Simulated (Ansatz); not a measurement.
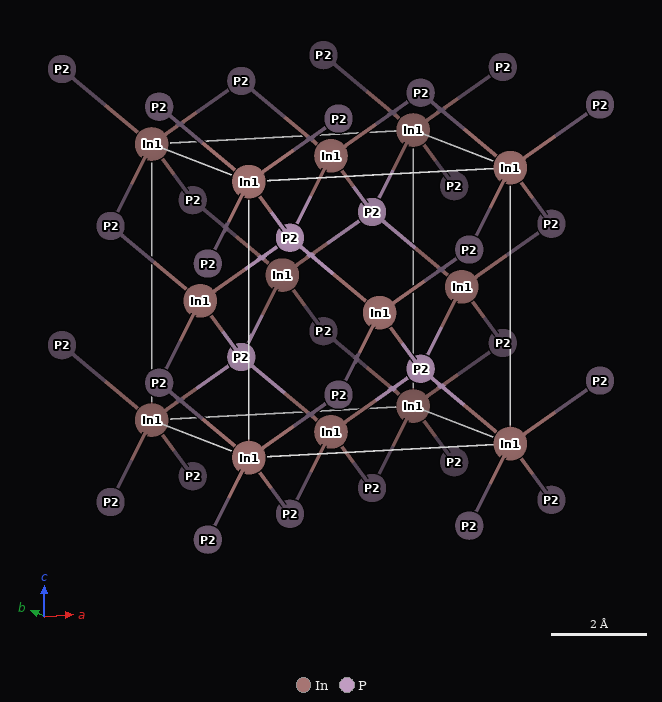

Fig. 1: The input geometry (ball-and-stick view of the cell 4 times as large as that of the calculation, set on its symmetry axes, seen slightly off an axis; neighbours outside the cell are drawn fainter; atoms are numbered from 1 in the order of the input). An atom can appear more than once, as a periodic image. Near neighbours in the periodic cell (some may lie outside the picture): In has 4 P at 2.56 Å; P has 4 In at 2.56 Å.

# InP: single-point calculation

- system: InP (2 atoms in the cell)
- method: DFT PBE, scalar-relativistic, plane waves, PAW, no spin polarisation (Ansatz 0.2.0)

The structure derives from a Materials Project entry. Figures and captions count atoms from 1; the log counts them from 0 in places.

Log:
```
Engine: ansatz 0.2.0, aarch64-unknown-linux-gnu
Pseudopotentials: kind: paw
Pseudopotential: In, paw, valence charge 13, recommended cutoff 420 eV (normal), In.paw.azcp
Pseudopotential: P, paw, valence charge 5, recommended cutoff 420 eV (normal), P.paw.azcp
Functional definition: PBE
  parameter kappa = 0.804
  parameter beta = 0.06672455060314922
  exchange = pbe_x(kappa = kappa, mu = beta*pi^2/3)
  correlation = pbe_c(beta = beta)
Crystal: 2 atoms, lattice volume = 51.448 Å³
Basis set: ecut = 420 eV, 965 PW (Γ), exchange–correlation on 60×60×60 points (8 copies of the dense FFT grid, shifted against one another)
Bands: 13, of which v1, the nominal top of the filled ones, is band 9 counted from 1 (8 counted from 0)
Symmetry: 24 space group operations
Space group: F-43m (ITA 216), of the structure as read, at distance tolerance 3.7e-5 Å
k-points: 16 of 216 (time reversal used)
Non-local potential: In, projectors of the file, l = 0: 2, l = 1: 2, l = 2: 2, l = 3: 2
Non-local potential: P, projectors of the file, l = 0: 2, l = 1: 2, l = 2: 2
PAW form: soft (Blöchl's): semilocal exchange-correlation on the pseudo side does not see the compensation charge
PAW one-centre angular grid: In, 590 points (default); XC on 64 Gauss nodes
PAW one-centre angular grid: P, 110 points (default); XC on 64 Gauss nodes
Initial density: superposition of atomic densities (neutral atoms: chi_scale 0, normalization atom), corrected by the library's trained network
Initial wavefunctions: pseudopotential atomic-orbital guess
Functional: x = pbe(κ = 0.804, μ = 0.2195149727645171), c = pbe(β = 0.06672455060314922)
SCF iter   1: F=—  HF=-6353.990031 eV  |F-HF|=—  |Δ(HF+E_count)|=         —  Δρ=1.75e-3  dr2=3.29e-3  ethr=1.77e-3  ⟨swp⟩=6.2  Hψ=1373  notcnv=0
preconditioner: auto → none  [insulator: Δε(μ)=0.582 eV  Ē_g=14.660 eV  σ=0.100 eV  W_gap=1.00  n_scr=14 (ndim 8)  ℏωp=22.0 eV  f_vac=0.023  D(μ)=0.00/eV (n_scr^D=0)  ε∞_Penn≈3.2]
SCF iter   2: F=—  HF=-6353.988156 eV  |F-HF|=—  |Δ(HF+E_count)|=   1.87e-3  Δρ=1.13e-3  dr2=6.54e-4  ethr=1.83e-5  ⟨swp⟩=2.0  Hψ=480  notcnv=0
SCF iter   3: F=—  HF=-6353.987974 eV  |F-HF|=—  |Δ(HF+E_count)|=   1.82e-4  Δρ=3.49e-4  dr2=6.20e-5  ethr=3.63e-6  ⟨swp⟩=2.0  Hψ=349  notcnv=0
SCF iter   4: F=—  HF=-6353.988020 eV  |F-HF|=—  |Δ(HF+E_count)|=   4.56e-5  Δρ=1.35e-4  dr2=6.97e-6  ethr=3.44e-7  ⟨swp⟩=2.0  Hψ=353  notcnv=0
SCF iter   5: F=—  HF=-6353.988020 eV  |F-HF|=—  |Δ(HF+E_count)|=   3.45e-7  Δρ=4.26e-5  dr2=1.17e-6  ethr=3.87e-8  ⟨swp⟩=2.0  Hψ=357  notcnv=0
SCF iter   6: F=-6353.988020 eV  HF=-6353.988020 eV  |F-HF|=7.93e-9  |Δ(HF+E_count)|=   1.54e-7  Δρ=6.50e-6  dr2=3.33e-8  ethr=5.56e-10  ⟨swp⟩=5.2  Hψ=1160  notcnv=0
SCF 1 converged in 6 iterations: F = -6353.988020 eV  dr2 = 3.33e-8
  greatest PAW one-centre occupation: 0.981 electrons in one spin orbital (limit 2), on the In atom at site 0 (counted from 0), in its partial waves of l = 2
```

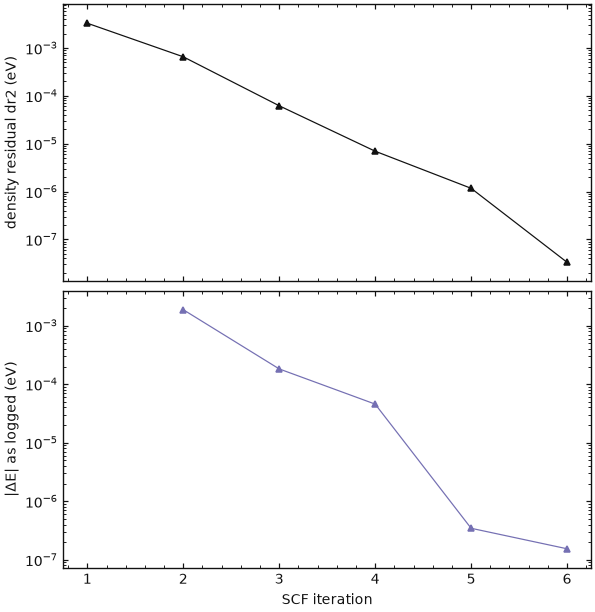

Fig. 2: Convergence of the self-consistent field: density residual dr2 and size of the energy change against the SCF iteration. The residual falls at every step.

```
SCF converged after 6 iterations
Free energy (F): -6353.988020 eV
Harris-Foulkes:  -6353.988020 eV  (|F-HF|=7.93e-9)
Internal energy: -6353.988020 eV  (E = F + TS)
E sigma→0 (E₀):  -6353.988020 eV
Entropy (-TS):   -0.000000 eV (-0.000 meV/atom)
Fermi energy:    7.033140 eV
--- Per-component energies (eV) ---
  E_band       = -56.080018
  E_kinetic    = 313.131637
  E_local      = -1411.516139  (includes V_loc(G=0)·N_el)
  E_nonlocal   = 401.407498
  E_hartree    = 556.426766
  E_xc         = -276.388912
  E_vxc        = -159.588468  (∫ρ·V_xc dr)
  E_paw        = -4725.221577  (= ΣΔE_a)
  E_vpaw       = -312.371136  (= ΣTr[D̂ρ^β])
  E_aug_tail   = 0.000029  (compensation charges beyond the density's cutoff)
  E_ewald      = -1211.827320
  E_smearing   = -0.000000  (= −TS)
  E_closure    = 0.000000  (closes the sum)
  Σ components = -6353.988020   (vs F -6353.988020, Δ=0.00e0)
--- Forces (eV/Å), atoms counted from 1 ---
  atom   1  In     0.00000000    -0.00000000    -0.00000000
  atom   2  P     -0.00000000    -0.00000000     0.00000000
  max |Σ_I F_I| component: 1.30e-16 eV/Å
--- Stress (GPa, compression-positive) ---
        1.771934      -0.000000      -0.000000
       -0.000000       1.771934       0.000000
       -0.000000       0.000000       1.771934
  P = ⅓ Tr σ = 1.7719 GPa (17.719 kbar)
--- Band table (eV; the first three rows and the last of 16) ---
  k-point 0: bands = ["-7.4244", "-7.4244", "-7.4244", "-7.2832", "-7.2832", "-4.6422", "6.7275", "6.7275", "6.7275", "7.3211", "10.8124", "10.8124", "10.8124"]
  k-point 1: bands = ["-7.4533", "-7.4129", "-7.4129", "-7.2828", "-7.2828", "-4.3399", "4.5562", "6.4340", "6.4340", "8.4511", "11.1856", "11.2398", "11.2398"]
  k-point 2: bands = ["-7.5075", "-7.3945", "-7.3945", "-7.2768", "-7.2768", "-3.5621", "2.2364", "5.9766", "5.9766", "8.3272", "11.5804", "11.5804", "12.9257"]
  k-point 15: bands = ["-7.5734", "-7.3574", "-7.3347", "-7.3091", "-7.2629", "-2.3057", "1.1754", "4.0073", "4.0365", "10.0150", "10.3055", "13.4513", "13.7514"]
```

This output came from the following input.

Input file:
```yaml
crystal:
  lattice:
    - [0.0, 2.9519763857, 2.9519763857]
    - [2.9519763857, 0.0, 2.9519763857]
    - [2.9519763857, 2.9519763857, 0.0]
  atoms:
    - { symbol: In, position: [0.0, 0.0, 0.0] }
    - { symbol: P, position: [0.25, 0.25, 0.25] }
basis:
  ecutwfc: 420
kpoints:
  mp_grid: { grid: [6, 6, 6] }
hamiltonian:
  xc: pbe
scf:
  occupations: { method: gaussian, width: 0.1 }
output:
  forces: true
  stress: true
  eigenvalues: true
```

Launched with:
```bash
ansatz run input.yaml --threads 4 --pin off --max-ram 10240MiB --backend cpu --events-out ev --progress --plain --runs-dir out
```

Summary:

- outcome: converged
- space group (tolerance 0.01 Å): F-43m (216)
- electrons treated: 18
- free energy: −6353.9880 eV
- Fermi energy: 7.033 eV
- gap on the k-point mesh: 0.59 eV
- pressure: 1.77 GPa
- largest force (length of the vector): under 0.001 eV/Å
- hardware: 4 threads of Arm Neoverse V2, 24 GiB of memory available, shared host
- peak memory: 0.3 GiB
